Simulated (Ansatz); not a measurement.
# CrI3: what the fields show

```xyz
24
Lattice="7.0064 0.0000 0.0000 -3.5032 6.0677 0.0000 0.0000 0.0000 22.7208" Properties=species:S:1:pos:R:3 pbc="T T T"
Cr    1.1075    0.6395    0.0000
Cr    5.8988    0.6395    7.5735
Cr    3.5032    4.7888   15.1473
Cr    1.1079    4.6847    0.0000
Cr   -1.1078    4.6847    7.5735
Cr    0.0000    2.7658   15.1473
I     3.3498    4.8471   21.1585
I     1.1337    0.4775    6.0112
I     5.8726    0.4775    1.5623
I     6.0260    0.7431   13.5848
I     0.9804    0.7431   16.7096
I     3.6566    4.8471    9.1360
I     0.1271    2.6623   21.1590
I     1.1341    4.8466    6.0117
I    -1.1341    4.8466    1.5618
I    -1.2611    4.6265   13.5854
I     1.2611    4.6265   16.7091
I    -0.1271    2.6623    9.1354
I     2.0894    2.6623    1.5625
I     3.6561    0.4783    9.1363
I     3.3503    0.4783   21.1583
I     4.7641    2.9271   16.7098
I     2.2423    2.9271   13.5845
I     4.9170    2.6623    6.0110
```

Space group P3₁12; a structure from a database of computed crystals, not necessarily the ambient phase; started from the database_151 prototype, which need not be the ambient phase; spin-polarised.

These are results of DFT PBE, scalar-relativistic, plane waves, PAW in Ansatz 0.2.0, not measurements.

In a PAW calculation such maps are meaningful between the atoms, not at the nuclei.

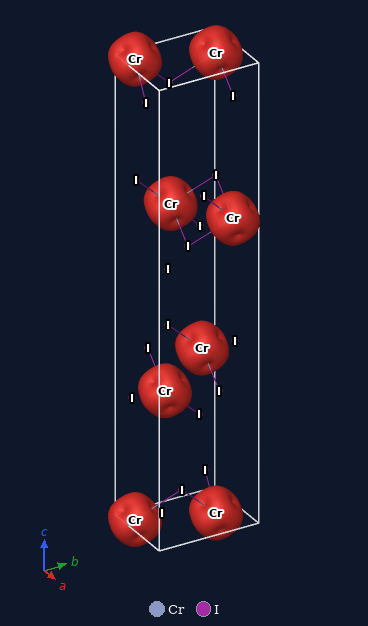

Figure 1. Isosurfaces of the magnetisation density (up minus down) at +0.05 (red) and −0.05 e/Å³ (blue), seen slightly off an axis. Sticks mark near contacts.

### Which atoms carry the moments, and with what signs?

The spin density sits on Cr: +3.0 μB (×6) in one cell of 24 atoms, with smaller moments on I (up to −0.06 μB): parallel moments (a ferromagnetic arrangement) in this solution. The cell of the calculation (24 atoms) carries 18.0 μB of net spin moment. Only one sign reaches the isovalue.

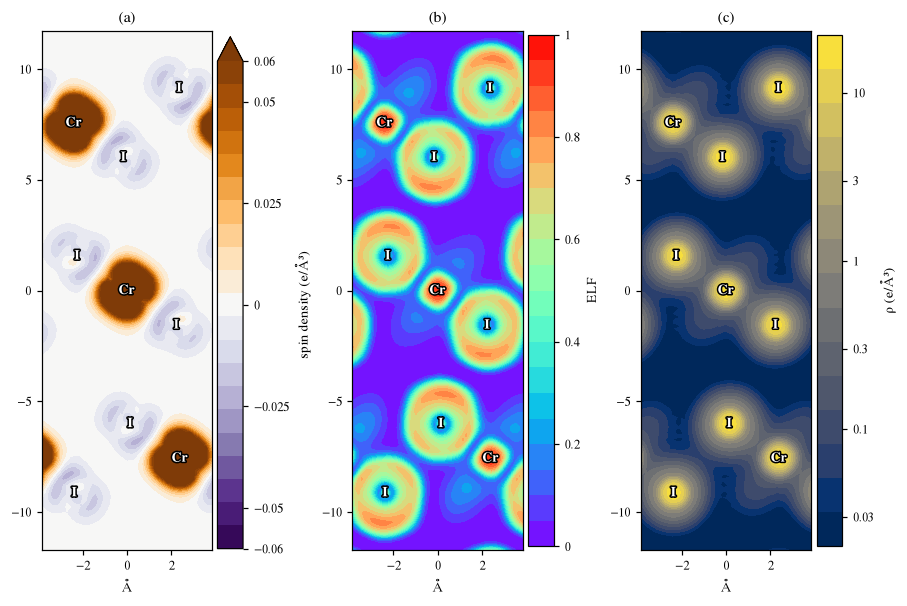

Figure 2. (a) magnetisation density (up minus down); (b) ELF; (c) valence pseudo-density on the (010) plane of the conventional cell.

### Read the bonding off the picture.

The section cuts through Cr and I sites. Cr–I (2.74 Å): the density is about 0.39 e/Å³ at the midpoint, with its minimum of 0.33 e/Å³ about 1.2 Å from Cr; the ELF is about 0.70 at the midpoint. The density dies away to nearly zero in the voids. The features right at Cr lie inside the PAW spheres, where the map follows smoothed inner orbitals and isn't to be read closely.

### Metal or insulator at this level of theory?

It is gapped, with a Kohn–Sham gap of 1.2 eV on the k-point mesh, an upper bound to the gap of this method.
